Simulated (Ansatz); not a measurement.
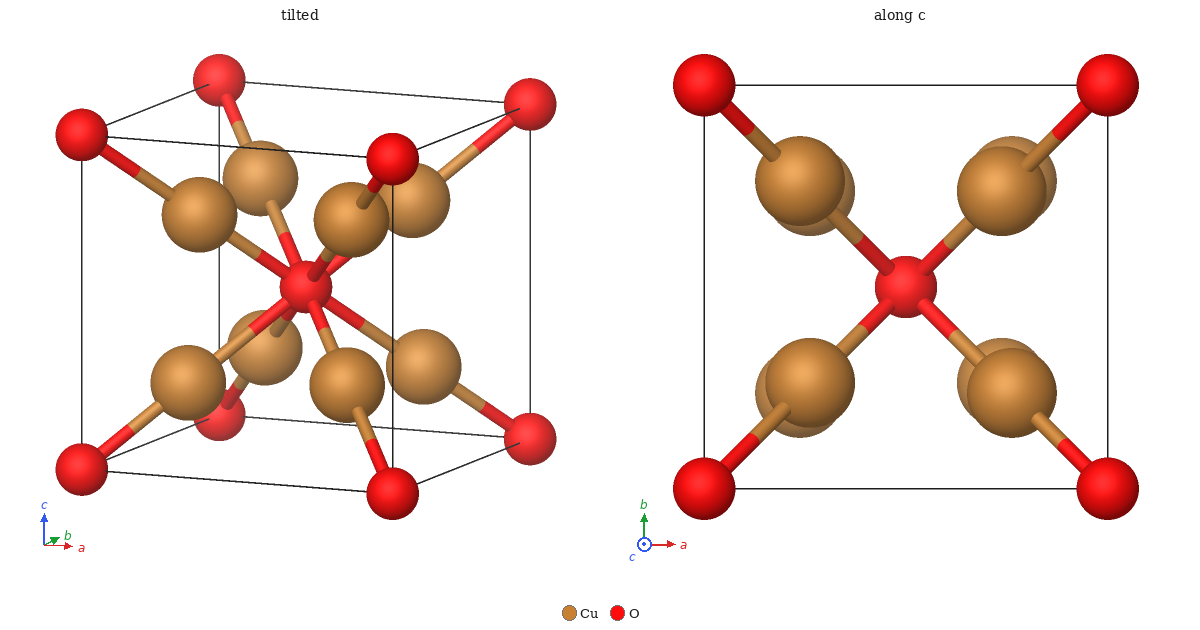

Ball-and-stick representation of a periodic structure, projected slightly off an axis and along the c axis. The frame is the conventional unit cell; atoms at its boundary are shown with their periodic copies. Cell: a = 5.06 Å, b = 5.06 Å, c = 5.06 Å, α = 90.00°, β = 90.00°, γ = 90.00°.

It goes back to a structure type filled with these elements by a generator (whether the compound takes this form wasn't checked). Earlier steps of the study may have refined or changed the cell and positions. It went into a calculation with Ansatz.

Question: What can be read from this drawing?

Answer: Chemical formula Cu$_{4}$O. Symmetry: I-43m (No. 217), body-centred cubic lattice. Cell content 8 Cu, 2 O; Z = 2. Cu is linked to two O in a nearly linear arrangement at about 2.1 to 2.3 Å. The O atoms are each bonded to eight Cu in a distorted cubic arrangement at about 2.1 to 2.3 Å. Not all metal-metal contacts are counted. The bonds build a three-dimensional framework.

Calculation details: DFT PBE, scalar-relativistic, plane waves, PAW in Ansatz 0.2.0; an energy cutoff of 420 eV, k-points about 0.18 Å⁻¹ apart, Gaussian smearing of 0.1 eV, no spin polarisation.

Question: Is it conducting or gapped at this level?

Answer: A metal: bands cross the Fermi level.

Question: State the Bader charges by element.

Answer: Cu +0.25 e; O -1.00 e.

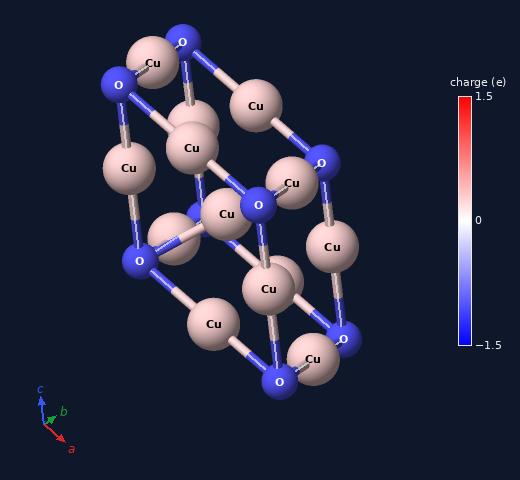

The atoms coloured by those charges. The run's cell of 5 atoms is drawn, so axes and origin can differ from the first picture.

Question: Has the structure come to rest?

Answer: Yes. All forces vanish to within 0.01 eV/Å. The pressure is 0.0 GPa, close to zero.
